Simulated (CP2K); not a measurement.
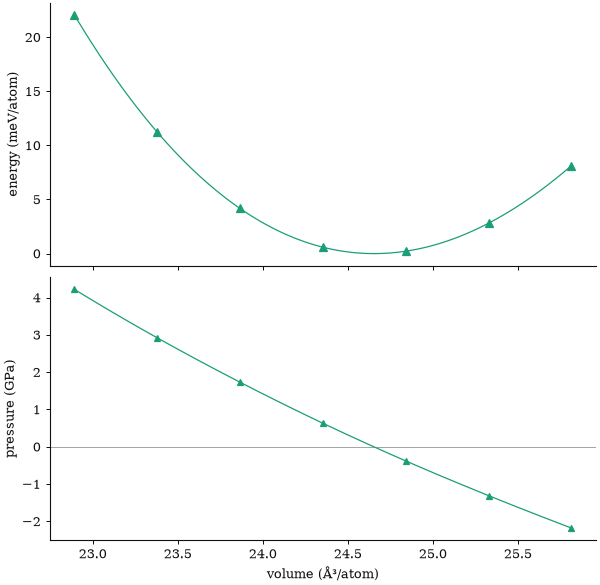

The plot gives the computed energy and pressure against volume for Sc, space group P-1 (No. 2).

Cell as given: a = 3.202 Å, b = 3.216 Å, c = 3.226 Å, α = 61.44°, β = 61.31°, γ = 62.16°; 1 atom.

Calculation (CP2K 2026.2): DFT in Gaussian orbitals with a plane-wave density, no spin polarisation; energies at scaled volumes of the given cell, shape and fractions fixed, counted from the fit's minimum, third-order Birch-Murnaghan fit. Level: PBE.

k mesh 10×10×10; occupations Fermi–Dirac; smearing width 0.05 eV; potentials GTH PBE with UZH TZVP basis; density cutoff 6123 eV; program settings ngrids 4, basis sets Sc TZVP-MOLOPT-PBE-GTH-q11, cutoff ry 450 Ry, rel cutoff ry 60 Ry.

How stiff is the solid, and where is its volume at rest?

A third-order Birch–Murnaghan fit gives V0 = 24.65 Å³/atom, B0 = 50.8 GPa and B′ = 3.1.

What does the pressure do across the range?

It falls from 4.22 GPa at volume 22.89 Å³/atom to −2.18 GPa at 25.81 Å³/atom, and changes sign near 24.66 Å³/atom.

Note: shape and atomic fractions are frozen while scaling, which makes layered, chain and framework solids too stiff.
